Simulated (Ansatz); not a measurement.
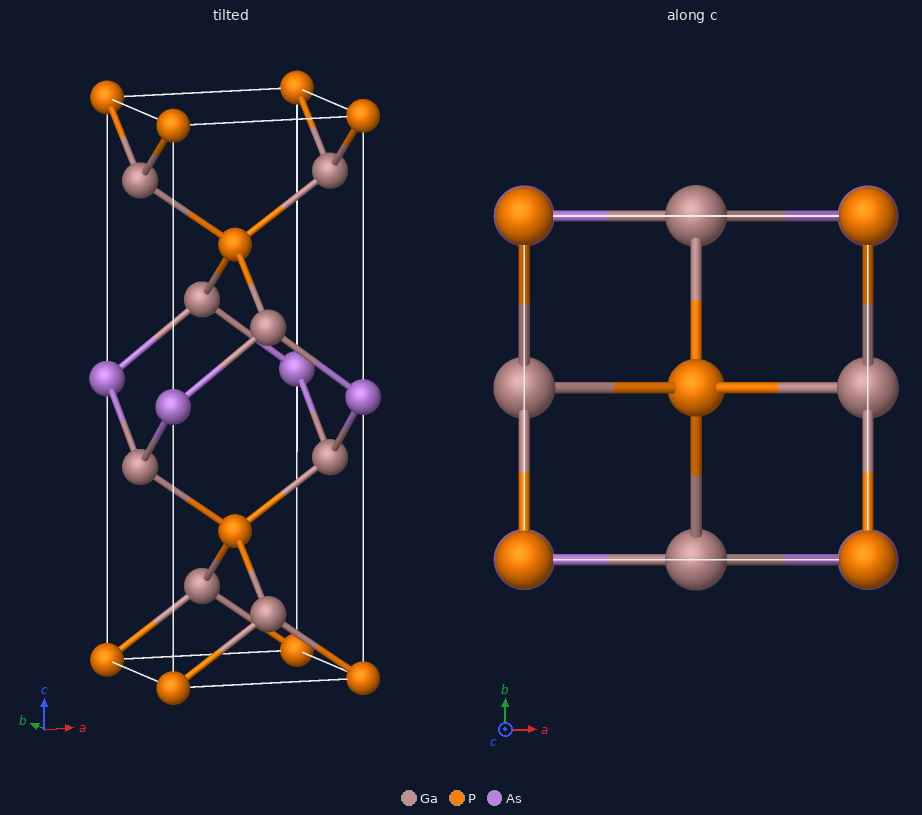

Structure drawing (ball-and-stick), viewed slightly off an axis and along the c axis. The conventional unit cell is drawn as a box. Cell: a = 3.93 Å, b = 3.93 Å, c = 11.13 Å, α = 90.00°, β = 90.00°, γ = 90.00°.

It goes back to a structure type filled with these elements by a generator (whether the compound takes this form wasn't checked). Earlier steps of the study may have refined or changed the cell and positions. Ansatz was used for an electronic-structure calculation on it.

Q: State composition, symmetry and coordination.

A: It has the composition Ga₄AsP₃. It is primitive tetragonal, space group P-4m2 (No. 115). There are 8 atoms in the cell: 4 Ga, 1 As, 3 P. Around each P lie four Ga in a tetrahedral arrangement at about 2.4 Å. Each As atom has four Ga in a tetrahedral arrangement at about 2.5 Å around it. Ga takes two kinds of site: 2g with two P and two As in a tetrahedral arrangement (about 2.4 Å to P, 2.5 Å to As); 2g with four P in a tetrahedral arrangement at about 2.4 Å. The bonds build a three-dimensional framework.

Setup: DFT PBE, scalar-relativistic, plane waves, PAW in Ansatz; wavefunction cutoff 420 eV, an 8×8×4 grid in reciprocal space, Gaussian smearing of 0.02 eV, no spin polarisation.

Q: Classify it as metallic or gapped, with the value.

A: A semiconductor at this level, with a gap of 1.16 eV, direct.

Q: How are the electrons shared out in a Bader analysis?

A: Ga +0.76 to +0.84 e; As -0.69 e; P -0.83 e.

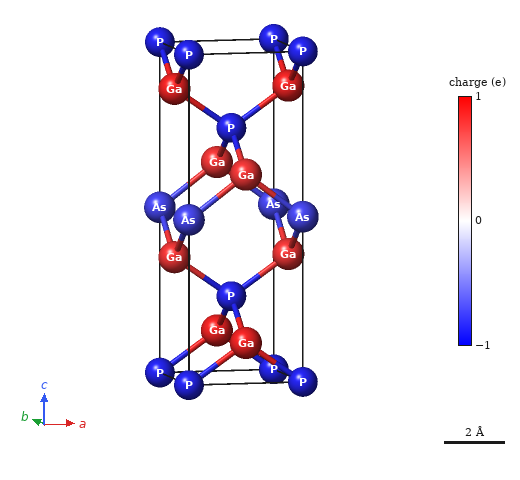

The atoms coloured by those charges. The run's cell of 8 atoms is drawn.

Q: Can this geometry be taken as optimised?

A: Yes. All forces vanish to within 0.01 eV/Å. The pressure is 0.0 GPa, close to zero.
